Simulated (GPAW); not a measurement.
AlN (P6_3mc), Al K edge of atom 1, with 4 N at 1.89 Å (tetrahedral, site symmetry 3m). Method: GPAW, PBE, full core hole (charged cell), 16-atom cell with 5.9 Å between holes, 5×5×5 k points, dipole transitions, Gaussian full width 0.9 eV up to 4 eV, rising linearly to 3.5 eV at 25 eV.

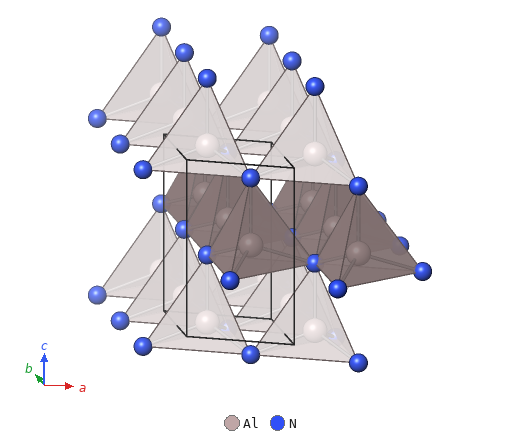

The structure (aluminium light grey, nitrogen blue). 2×3×1 cells are drawn. Some periodic images of atoms are drawn too.

```
Al N
1.0
     3.11300    0.00000    0.00000
    -1.55650    2.69594    0.00000
     0.00000    0.00000    4.98100
Al N
2 2
Direct
  0.66667 0.33333 0.50000
  0.33333 0.66667 0.00000
  0.66667 0.33333 0.88000
  0.33333 0.66667 0.38000
```

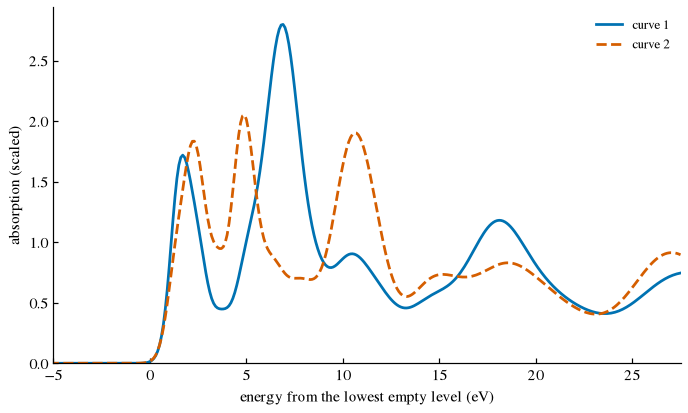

Energy from the lowest empty level; a common scale on which the isotropic spectrum has a mean of 1 over the first 20 eV.

The database entry behind the starting cell differs from later determinations by our own check (inner coordinate u about 0.002 short), so it need not match the best structure at ambient conditions.

**Question.** The curves are for the electric vector along different Cartesian axes of the cell as given, averaged over the symmetry-equivalent atoms. Which is which?

Curve 1: along x (⊥ c) (the other in-plane axis gives the same curve within 3 %), main maxima 1.7 eV (1.72), 6.9 eV (2.80) and 18.1 eV (1.18). Curve 2: along z (c), main maxima 2.3 eV (1.83), 4.9 eV (2.05) and 10.6 eV (1.90). A K edge sees empty p states on the absorber. Each direction probes the empty orbitals that point along it. The holes are only 5.9 Å apart, so the shape is probably not converged with cell size; no larger cell was run here. The mesh is coarse (0.27 Å⁻¹ between points), so small maxima may be mesh ripples.

[Banner, clock and machine lines of the logs are left out without a mark of their own.]

[Logs are printed without paths, hosts, clocks, repeated set-up lines and the standing remarks that a program may print on its own settings, such as how far it seeks lower states.]

[Hosts, paths, dates, database ids (printed as entryN), source tags and the programs' standing remarks are cut or masked in the printed files.]

[Lists of maxima count a maximum above −3 eV only where it reaches 4 % of the highest in the window and stands out from its surroundings by 2 % of it (1.5 % where it reaches 55 %); shoulders and weaker maxima are passed over, and of the rest the first, up to two pre-edge ones and the few strongest are named.]
